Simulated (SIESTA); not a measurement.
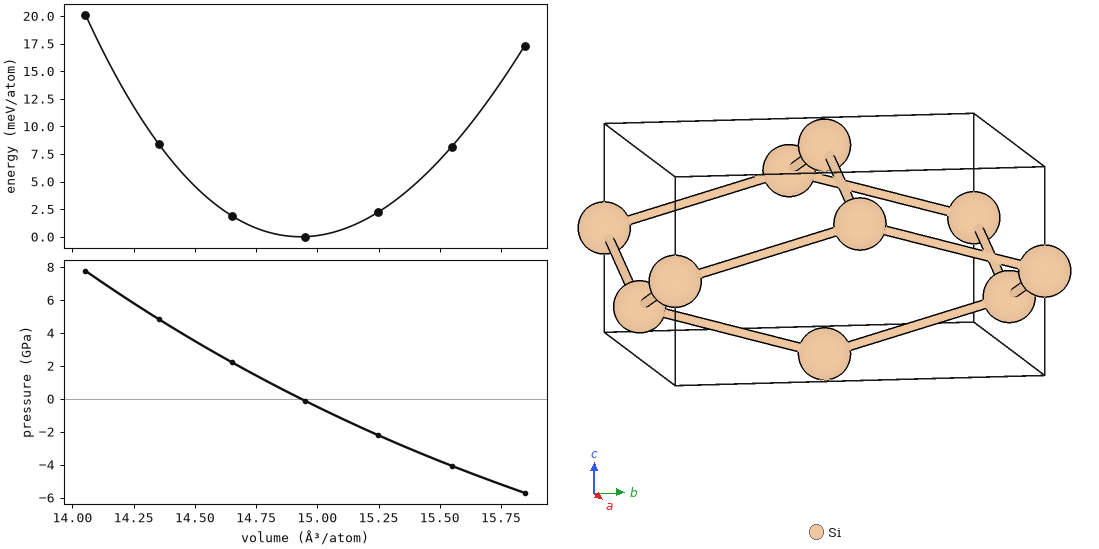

The plot gives the computed energy and pressure against volume for Si, space group I4_1/amd (No. 141). The conventional cell is drawn beside the plot.

Cell as given: a = 3.607 Å, b = 3.607 Å, c = 3.607 Å, α = 97.80°, β = 97.80°, γ = 136.76°; 2 atoms.

Computed with SIESTA 5.4.2: DFT in numerical atomic orbitals with pseudopotentials, no spin polarisation; energies at scaled volumes of the given cell, shape and fractions fixed, counted from the fit's minimum, third-order Birch-Murnaghan fit. Level: LDA.

- k mesh: 11×11×11
- occupations: Fermi–Dirac
- smearing width: 0.05 eV
- potentials: PseudoDojo 0.4 standard, converted to PSML, two zetas on semicore shells
- program settings: basis DZP, mesh cutoff 500 Ry

Tabulate the plotted points.

```
volume (Å³/atom)  energy (meV/atom)  pressure (GPa)
          14.053              20.12            7.77
          14.352               8.42            4.84
          14.651               1.90            2.22
          14.950               0.00           -0.12
          15.249               2.24           -2.21
          15.548               8.15           -4.06
          15.847              17.32           -5.71
```

Limits of the calculation: mulliken charges of long orbitals; shape and atomic fractions are frozen while scaling, which makes layered, chain and framework solids too stiff.
